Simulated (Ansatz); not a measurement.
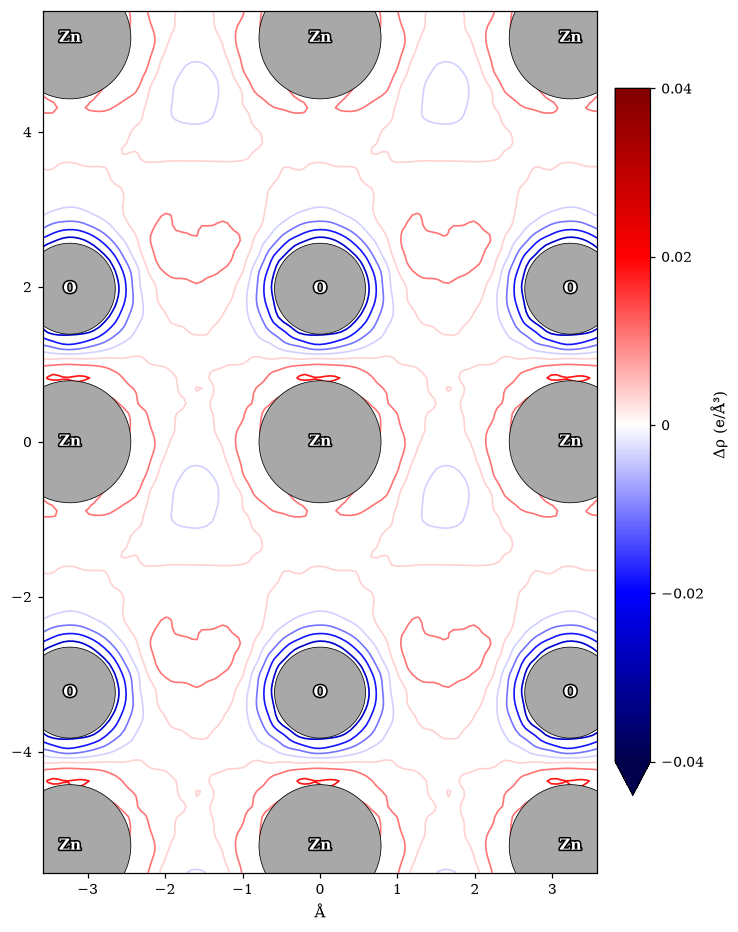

ZnO. Difference of the valence pseudo-densities of two functionals at the same geometry, on the (100) plane of the calculation cell: PBEsol less r2SCAN.

Both computed with Ansatz (plane waves, PAW), on the same k-point mesh. Grey discs cover the atomic cores.

```cif
data_structure
_symmetry_space_group_name_H-M 'P 1'
_symmetry_Int_Tables_number 1
_cell_length_a 3.2301
_cell_length_b 3.2301
_cell_length_c 5.2141
_cell_angle_alpha 90.000
_cell_angle_beta 90.000
_cell_angle_gamma 120.000
_cell_volume 47.11
loop_
_atom_site_label
_atom_site_type_symbol
_atom_site_fract_x
_atom_site_fract_y
_atom_site_fract_z
_atom_site_occupancy
Zn1 Zn 0.33333 0.66667 0.50003 1
Zn2 Zn 0.66667 0.33333 0.00003 1
O1 O 0.66667 0.33333 0.37898 1
O2 O 0.33333 0.66667 0.87898 1
```

Question: What does the difference map show?

Answer: Against r2SCAN, PBEsol gives more density around Zn (+0.013 e/Å³ on average at 1.0 Å from the nucleus), less density around O (−0.018 e/Å³ on average at 0.7 Å from the nucleus) and a change of +0.012 e/Å³ at the midpoint of Zn–O.
